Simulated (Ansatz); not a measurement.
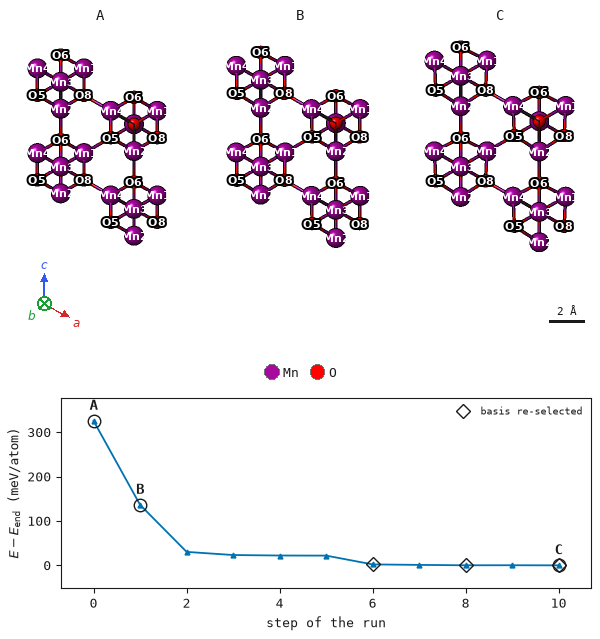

Frames of a relaxation of a crystal of MnO (a generated structure, set up in I-43m) (coarse preliminary run), marked on the history of the run. A ball-and-stick model of the cell of the calculation, seen along the b axis.

These are results of Ansatz, DFT PBE, scalar-relativistic, plane waves, PAW, not measurements. Set-up: plane-wave cutoff 420 eV; k-point mesh 4 × 4 × 4; occupations gaussian; smearing width 0.1 eV; collinear spin; cell and atoms relaxed; force threshold 0.04 eV/Å; at most 70 steps.

Describe the path.

Answer. The energy falls by 326 meV per atom in 7 accepted moves (10 points after the start). The largest force component goes from 1.9 to 0.0015 eV/Å. Pressure: 24.67 GPa at the start and 0.05 GPa at the end. At 3 points the geometry stayed and the basis and grid were re-selected for the new cell (energy shift of 19.8 meV per atom at most each time). The largest moves relative to the cell, 0.100 Å, are those of Mn atoms. Largest moves by element: Mn 0.100 Å, O 0.004 Å. The drawn cell changes as follows: a = b = c 5.238 → 5.615 Å (+7.2 %); the volume changes by +23.2 %. Among the contacts that change: Mn–Mn 2.713 → 3.071 Å, Mn–O 1.919 → 2.114 Å, Mn–O 1.915 → 1.957 Å. Bond angles that change, for instance: O–Mn–O 90.0° → 86.7°, Mn–O–Mn 90.0° → 93.2°, Mn–O–Mn 125.3° → 123.0°. The space group stays I-43m (No. 217). The run took 110 s on 1 thread of Arm Neoverse V2, on a shared host, peak memory 0.41 GiB. From step 0 to 1: Mn atoms move most (0.04 Å), volume +7.6 %, energy −189 meV per atom. From step 1 to 10: Mn atoms move most (0.06 Å), volume +14.4 %, energy −136 meV per atom.

```
step  E − E(0), meV/atom  largest force component, eV/Å  pressure, GPa  volume, Å³/atom                      note
   0                0.00                         1.9450          24.67           13.830                          
   1             -189.39                         1.2653          16.95           14.885                          
   2             -295.37                         0.2727          -2.55           17.112                          
   3             -302.47                         0.1055          -0.61           16.801                          
   4             -303.57                         0.0512          -0.02           16.672                          
   5             -303.79                         0.0017           0.07           16.638                          
   6             -323.60                         0.0043           1.75           16.638  same geometry, new basis
   7             -324.74                         0.0092           0.40           16.942                          
   8             -325.59                         0.0091           0.41           16.942  same geometry, new basis
   9             -325.50                         0.0015           0.05           17.032                          
  10             -325.74                         0.0015           0.05           17.032  same geometry, new basis
```
